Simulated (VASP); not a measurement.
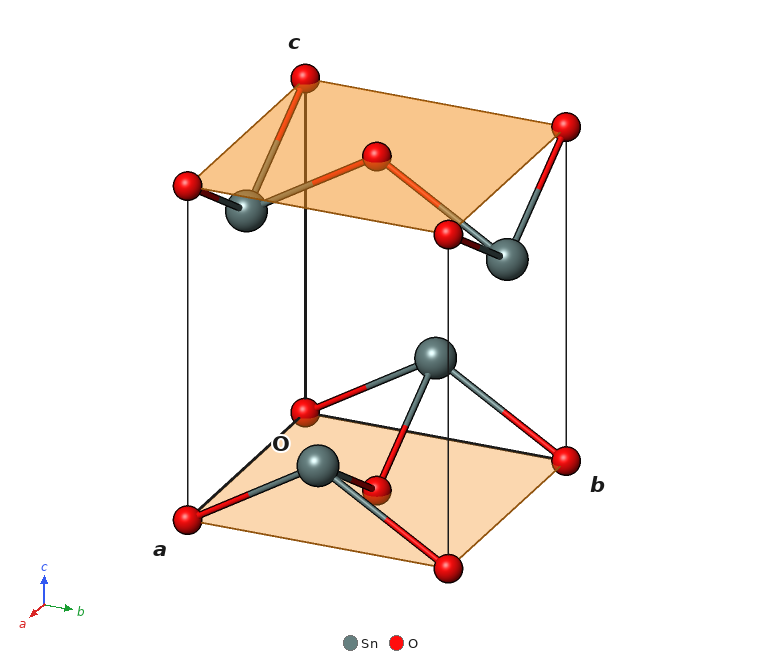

Every member of one family of equally spaced planes, hx + ky + lz = a whole number, that cuts the unit cell is shaded (one member passes through the origin O). Crystal: SnO, a cell listed in the Materials Project, as set up for an electronic-structure calculation. Symmetry computed with spglib at a tolerance of 0.002 Å; standard conventional cell.

a = 3.814 Å, b = 3.814 Å, c = 4.887 Å, α = 90.00°, β = 90.00°, γ = 90.00°.

Q: Which (hkl) family is drawn?

A: (0 0 1); the opposite sign names the same planes. The member next to the origin meets the axes a never, b never, c at 1.

Q: What is the spacing?

A: d = 4.887 Å.

Q: Which atoms of the cell lie in these planes (within 0.03 Å)?

A: all 2 O.

Q: The space group is P4/nmm, No. 129, origin choice 1. How many reflections hkl are equivalent to this one (itself included), and does it occur?

A: 2 reflections are equivalent in the Laue class 4/mmm. The space group allows the reflection.
